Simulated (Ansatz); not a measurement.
# Calculations on PbO

Part 1: Relaxation

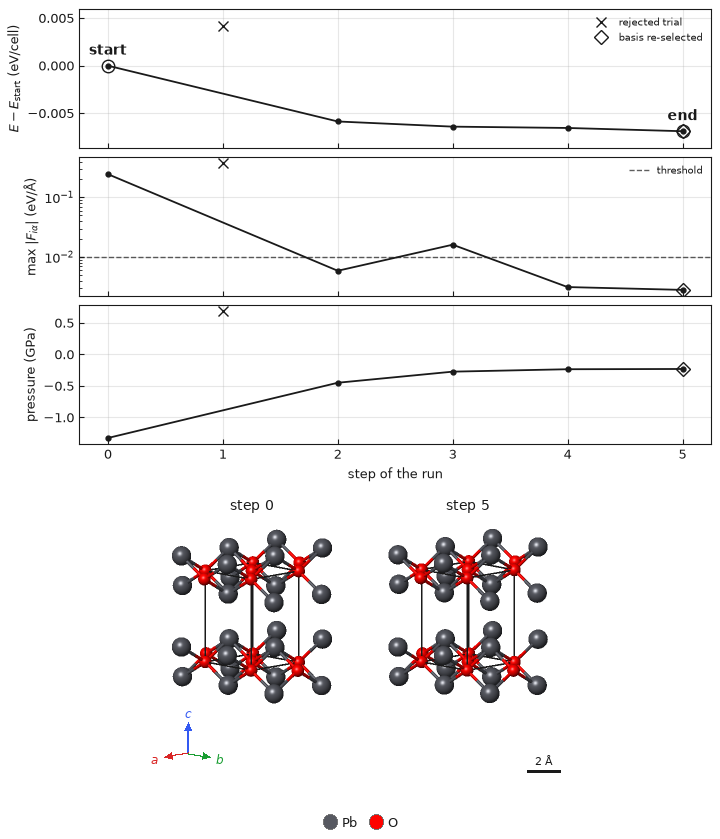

First and last geometry of a relaxation of a crystal of PbO (built on the PbO type), with the history of the run. The picture is a ball-and-stick view of the cell of the calculation, seen from a free direction.

Case: volume × 1.040.

Level of theory: DFT PBE, scalar-relativistic, plane waves, PAW in Ansatz 0.2.0. (plane-wave cutoff 420 eV; k-point mesh 8 × 8 × 6; occupations gaussian; smearing width 0.05 eV; no spin polarisation; cell relaxed at fixed volume; force threshold 0.01 eV/Å; at most 40 steps)

Question: Read the history and describe the run.

Answer: It converged. After 3 accepted moves (5 points after the start) the energy has fallen by 6.9 meV per cell of the calculation. Largest force component: 0.25 eV/Å at the start, 0.0028 eV/Å at the end. Pressure: −1.33 GPa at the start and −0.23 GPa at the end. The line search rejected the trial step at point 1 of the run. The SCF was repeated once at an unchanged geometry on a basis and grid sized afresh for the cell, which shifted the energy by 0.3 meV per cell of the calculation at most. The largest moves relative to the cell, 0.022 Å, are those of Pb atoms. O stays in place. The drawn cell changes at constant volume: a = b 4.087 → 4.063 Å (−0.6 %), c 5.734 → 5.804 Å (+1.2 %). Among the contacts that change: O–Pb 2.368 → 2.354 Å. The space group stays P4/nmm (No. 129).

| step | E − E(0), meV/atom | largest force component, eV/Å | pressure, GPa | note |
| --- | --- | --- | --- | --- |
| 0 | 0.00 | 0.2454 | -1.33 |  |
| 1 | 1.05 | 0.3749 | 0.68 | rejected |
| 2 | -1.47 | 0.0059 | -0.45 |  |
| 3 | -1.60 | 0.0161 | -0.27 |  |
| 4 | -1.64 | 0.0031 | -0.23 |  |
| 5 | -1.72 | 0.0028 | -0.23 | same geometry, new basis |

Limits of the set-up: layers or molecules are held without a dispersion correction, so their spacing is unreliable.

Part 2: Relaxation

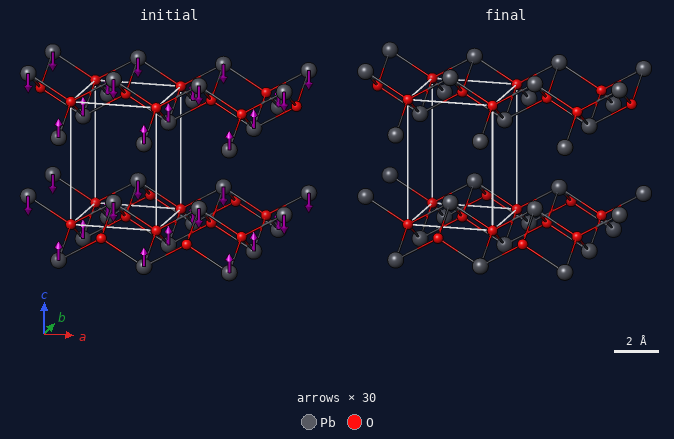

The structure of a crystal of PbO (built on the PbO type) before (left) and after (right) a relaxation, at one scale. The purple arrows give the displacements (the part carried along by the change of the cell is left out), 30 times their true length.

A ball-and-stick model of the cell of the calculation, repeated 2 × 1 × 1 with one cell outlined, seen slightly off an axis.

Case: volume × 1.070.

These are results of DFT PBE, scalar-relativistic, plane waves, PAW in Ansatz 0.2.0, not measurements.

Input
```yaml
crystal:
  lattice:
    - [4.1015436272, 0.0, 0.0]
    - [0.0, 4.1015436272, 0.0]
    - [0.0, 0.0, 5.8589772896]
  atoms:
    - { symbol: Pb, position: [0.5, 0.0, 0.2048967705] }
    - { symbol: Pb, position: [0.0, 0.5, 0.7951032295] }
    - { symbol: O, position: [0.0, 0.0, 0.0] }
    - { symbol: O, position: [0.5, 0.5, 0.0] }
basis:
  ecutwfc: 420
  ecutrho_ratio: 4
kpoints:
  mp_grid: { grid: [8, 8, 6] }
hamiltonian:
  xc: pbe
scf:
  occupations: { method: gaussian, width: 0.05 }
output:
  forces: true
  stress: true
  eigenvalues: true
relax:
  f_tol: 0.01
  max_steps: 40
  cell: { stress_tol: 0.1, fix: [volume] }
```

Run as
```bash
ansatz run input.yaml --threads 2 --pin off --max-ram 2662MiB --backend cpu --events-out ev --progress --plain --runs-dir out
```

Summarise the run.

The largest moves relative to the cell, 0.033 Å, are those of Pb1 and Pb2. Pb1 goes along −c. O stays in place. The drawn cell changes at constant volume: a = b 4.102 → 4.066 Å (−0.9 %), c 5.859 → 5.962 Å (+1.8 %). Among the contacts that change: Pb1–O3 2.376 → 2.355 Å. The space group stays P4/nmm (No. 129). Over 3 accepted moves (5 points after the start) the energy falls by 14.5 meV per cell of the calculation. Largest force component: 0.36 eV/Å at the start, 0.0019 eV/Å at the end. The pressure goes from −1.89 to −0.35 GPa. The line search rejected the trial step at point 1 of the run. The SCF was repeated once at an unchanged geometry on a basis and grid sized afresh for the cell, which shifted the energy by 0.6 meV per cell of the calculation at most.

Limits of the set-up: layers or molecules are held without a dispersion correction, so their spacing is unreliable.

Part 3: Distortion

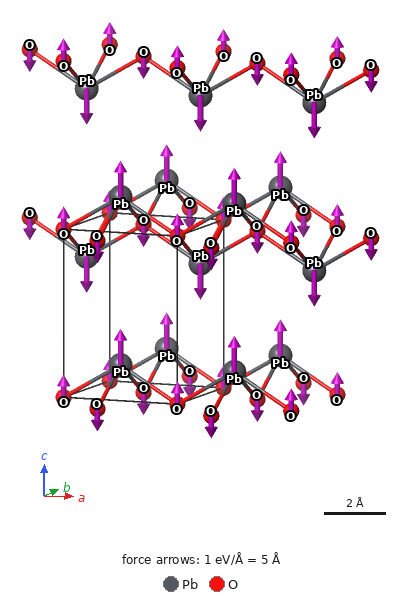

A changed version of crystalline PbO (built on the PbO type), with the computed forces as purple arrows. Besides, the cell is strained by −2.0 % along b and none across it (volume −2.0 %). A ball-and-stick model of the cell of the calculation, repeated 2 × 1 × 2 with one cell outlined, seen slightly off an axis.

Method: DFT PBE, scalar-relativistic, plane waves, PAW in Ansatz. Settings: plane-wave cutoff 420 eV; k-point mesh 8 × 8 × 6; occupations gaussian; smearing width 0.05 eV; no spin polarisation.

### Where do the forces point?

The atoms keep their fractional coordinates. No relaxation follows. Among the bonded contacts that change: O–Pb 2.352 → 2.317 to 2.352 Å. The space group (tolerance 0.01 Å) goes from P4/nmm (No. 129) to Pmmn (No. 59). It costs 3.2 meV per atom. Pressure: 0.0 GPa before, 1.5 GPa after. The principal stresses (compression positive) are 2.3 GPa along b and 1.1 GPa across it. The largest forces, 0.24 eV/Å, act on 2 Pb atoms of the calculation's cell.

Limits of the set-up: layers or molecules are held without a dispersion correction, so their spacing is unreliable.
